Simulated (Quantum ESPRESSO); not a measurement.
## Energy of SrO along an even scaling of the cell

System: SrO (2 atoms in the cell).
Method: Kohn-Sham DFT of a periodic cell, LDA, PseudoDojo 0.4.1 SR LDA standard, no spin polarisation (Quantum ESPRESSO 7.5).

The 7 runs differ only in the geometry, by an even scaling of the cell at fixed fractional positions. The structure derives from an entry of the Crystallography Open Database.

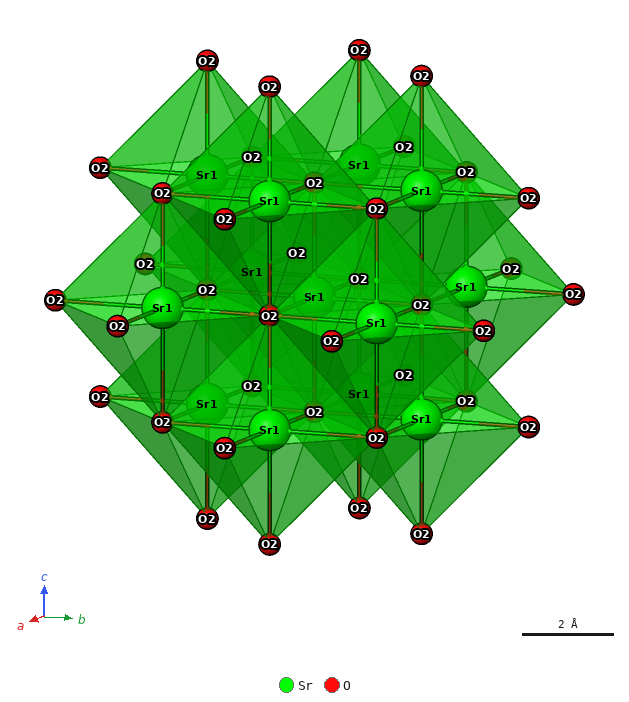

Figure 1. The structure of run 4 (polyhedral view of the cell 4 times as large as that of the calculation, set on its symmetry axes, seen slightly off an axis; polyhedra are completed across the faces of the cell; atoms are numbered from 1 in the order of the input).

**Input file of run 4**
```
&CONTROL
  calculation = 'scf'
  prefix = 'pwscf'
  outdir = './tmp'
  pseudo_dir = './pseudo'
  tprnfor = .true.
  tstress = .true.
  disk_io = 'low'
/
&SYSTEM
  ibrav = 0
  A = 3.62929627
  nat = 2
  ntyp = 2
  ecutwfc = 84
  nbnd = 14
  occupations = 'smearing'
  smearing = 'fd'
  degauss = 0.00367493
/
&ELECTRONS
  conv_thr = 4d-10
  electron_maxstep = 120
  mixing_beta = 0.5
/
ATOMIC_SPECIES
Sr    87.6200 Sr.upf
O     15.9990 O.upf
CELL_PARAMETERS alat
   0.0000000000    0.7071067802    0.7071067802
   0.7071067802    0.0000000000    0.7071067802
   0.7071067802    0.7071067802    0.0000000000
ATOMIC_POSITIONS alat
Sr     0.7071067802    0.7071067802    0.7071067802
O      0.0000000000    0.0000000000    0.0000000000
K_POINTS automatic
9 9 9 0 0 0
```

**File bands.in of run 4**
```
&CONTROL
  calculation = 'bands'
  prefix = 'pwscf'
  outdir = './tmp'
  pseudo_dir = './pseudo'
  disk_io = 'low'
  verbosity = 'high'
/
&SYSTEM
  ibrav = 0
  A = 3.62929627
  nat = 2
  ntyp = 2
  ecutwfc = 84
  nbnd = 14
  occupations = 'smearing'
  smearing = 'fd'
  degauss = 0.00367493
/
&ELECTRONS
  conv_thr = 1d-08
  electron_maxstep = 120
  mixing_beta = 0.5
  diago_full_acc = .true.
/
ATOMIC_SPECIES
Sr    87.6200 Sr.upf
O     15.9990 O.upf
CELL_PARAMETERS alat
   0.0000000000    0.7071067802    0.7071067802
   0.7071067802    0.0000000000    0.7071067802
   0.7071067802    0.7071067802    0.0000000000
ATOMIC_POSITIONS alat
Sr     0.7071067802    0.7071067802    0.7071067802
O      0.0000000000    0.0000000000    0.0000000000
K_POINTS crystal
60
 0.0000000000  0.0000000000  0.0000000000 1
 0.0625000000  0.0000000000  0.0625000000 1
 0.1250000000  0.0000000000  0.1250000000 1
 0.1875000000  0.0000000000  0.1875000000 1
 0.2500000000  0.0000000000  0.2500000000 1
 0.3125000000  0.0000000000  0.3125000000 1
 0.3750000000  0.0000000000  0.3750000000 1
 0.4375000000  0.0000000000  0.4375000000 1
 0.5000000000  0.0000000000  0.5000000000 1
 0.5000000000  0.0625000000  0.5625000000 1
 0.5000000000  0.1250000000  0.6250000000 1
 0.5000000000  0.1875000000  0.6875000000 1
 0.5000000000  0.2500000000  0.7500000000 1
 0.4375000000  0.3125000000  0.7500000000 1
 0.3750000000  0.3750000000  0.7500000000 1
 0.3375000000  0.3375000000  0.6750000000 1
 0.3000000000  0.3000000000  0.6000000000 1
 0.2625000000  0.2625000000  0.5250000000 1
 0.2250000000  0.2250000000  0.4500000000 1
 0.1875000000  0.1875000000  0.3750000000 1
 0.1500000000  0.1500000000  0.3000000000 1
 0.1125000000  0.1125000000  0.2250000000 1
 0.0750000000  0.0750000000  0.1500000000 1
 0.0375000000  0.0375000000  0.0750000000 1
 0.0000000000  0.0000000000  0.0000000000 1
 0.0625000000  0.0625000000  0.0625000000 1
 0.1250000000  0.1250000000  0.1250000000 1
 0.1875000000  0.1875000000  0.1875000000 1
 0.2500000000  0.2500000000  0.2500000000 1
 0.3125000000  0.3125000000  0.3125000000 1
 0.3750000000  0.3750000000  0.3750000000 1
 0.4375000000  0.4375000000  0.4375000000 1
 0.5000000000  0.5000000000  0.5000000000 1
 0.5250000000  0.4500000000  0.5250000000 1
 0.5500000000  0.4000000000  0.5500000000 1
 0.5750000000  0.3500000000  0.5750000000 1
 0.6000000000  0.3000000000  0.6000000000 1
 0.6250000000  0.2500000000  0.6250000000 1
 0.5833333333  0.2500000000  0.6666666667 1
 0.5416666667  0.2500000000  0.7083333333 1
 0.5000000000  0.2500000000  0.7500000000 1
 0.5000000000  0.2857142857  0.7142857143 1
 0.5000000000  0.3214285714  0.6785714286 1
 0.5000000000  0.3571428571  0.6428571429 1
 0.5000000000  0.3928571429  0.6071428571 1
 0.5000000000  0.4285714286  0.5714285714 1
 0.5000000000  0.4642857143  0.5357142857 1
 0.5000000000  0.5000000000  0.5000000000 1
 0.4821428571  0.4821428571  0.5357142857 1
 0.4642857143  0.4642857143  0.5714285714 1
 0.4464285714  0.4464285714  0.6071428571 1
 0.4285714286  0.4285714286  0.6428571429 1
 0.4107142857  0.4107142857  0.6785714286 1
 0.3928571429  0.3928571429  0.7142857143 1
 0.3750000000  0.3750000000  0.7500000000 1
 0.6250000000  0.2500000000  0.6250000000 1
 0.5937500000  0.1875000000  0.5937500000 1
 0.5625000000  0.1250000000  0.5625000000 1
 0.5312500000  0.0625000000  0.5312500000 1
 0.5000000000  0.0000000000  0.5000000000 1
```

Command:
```bash
OMP_NUM_THREADS=1 pw.x -in pw.in > pw.out
OMP_NUM_THREADS=1 pw.x -in bands.in > bands.out
```

Lattice vectors (Å) and fractional positions of run 4:
```
   0.000000    2.566300    2.566300
   2.566300    0.000000    2.566300
   2.566300    2.566300    0.000000
Sr  0.500000  0.500000  0.500000
O   0.000000  0.000000  0.000000
```

Run 6 has the same physical settings and fractional positions; its lattice vectors (Å) are:
```
   0.000000    2.600071    2.600071
   2.600071    0.000000    2.600071
   2.600071    2.600071    0.000000
```

**Results, with one run withheld**

| run | volume per atom (Å³) | free energy per atom, from the lowest run given (meV) | pressure (GPa) | gap on the mesh (eV) |
| --- | --- | --- | --- | --- |
| 1 | 15.887 | 2.09 | 2.13 | 3.17 |
| 2 | 16.225 | 0.00 | −0.16 | 3.19 |
| 3 | 16.563 | 2.49 | −2.21 | 3.21 |
| 4 | 16.901 | 9.06 | −4.04 | 3.22 |
| 5 | 17.239 | 19.27 | −5.66 | 3.23 |
| 6 | 17.577 | ? | ? | ? |
| 7 | 17.915 | 49.05 | −8.40 | 3.25 |

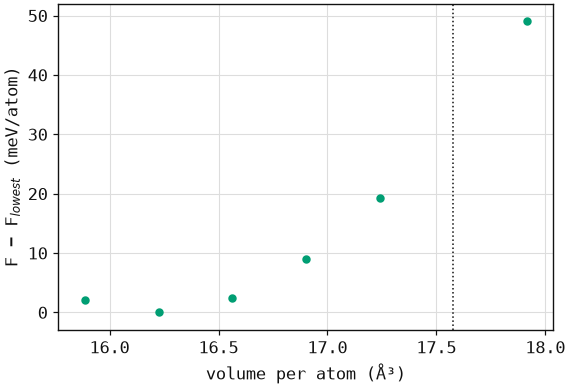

Figure 2. Free energy per atom of the runs given; the dotted line marks run 6.

Estimate the energy of run 6 from the others.

A cubic polynomial in V^(−2/3) (the Birch–Murnaghan form), fitted to the 6 runs given, misses them by under 0.01 meV per atom. With x = V^(−2/3) − 0.15265 Å⁻², it reads F = 5.9969 − 3405.3 x + 4.7961e+05 x² + 8.5804e+05 x³ (meV per atom). At run 6 it gives 32.72 meV per atom, and the run itself gives 32.72. The slope of the fit gives a pressure −dF/dV of −7.08 GPa there, and the run prints −7.11 GPa. The fit has its minimum at 16.204 Å³ per atom, where V d²F/dV² gives 105 GPa: the bulk modulus at this level, since symmetry fixes the shape and the positions. The gap on the mesh goes, without turning, from 3.17 eV in run 1 to 3.25 eV in run 7; run 6 has 3.24 eV. These are gaps of this functional on this mesh, which can miss the band edges; they aren't the measured gap.

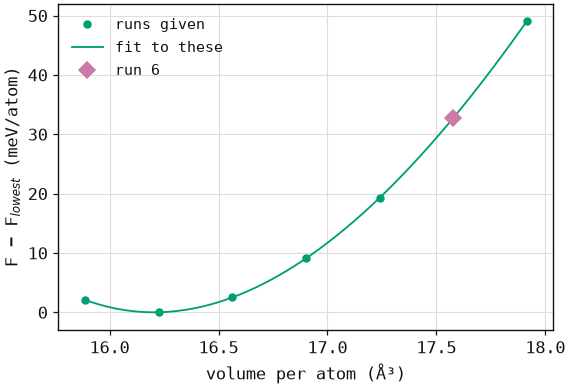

Figure 3. The fit and the withheld run.

**Some lines of the output (run 6)**
```
[...]
     total energy              =    -101.59295143 Ry
     total energy              =    -101.72329798 Ry
     total energy              =    -101.81346485 Ry
     total energy              =    -101.81519504 Ry
     total energy              =    -101.81601709 Ry
     total energy              =    -101.81605319 Ry
     total energy              =    -101.81605144 Ry
     total energy              =    -101.81605184 Ry
     total energy              =    -101.81605190 Ry
     the Fermi energy is     8.8008 ev
!    total energy              =    -101.81605190 Ry
     The total energy is F=E-TS. E is the sum of the following terms:
     Computing stress (Cartesian axis) and pressure
          total   stress  (Ry/bohr**3)                   (kbar)     P=      -71.13
```
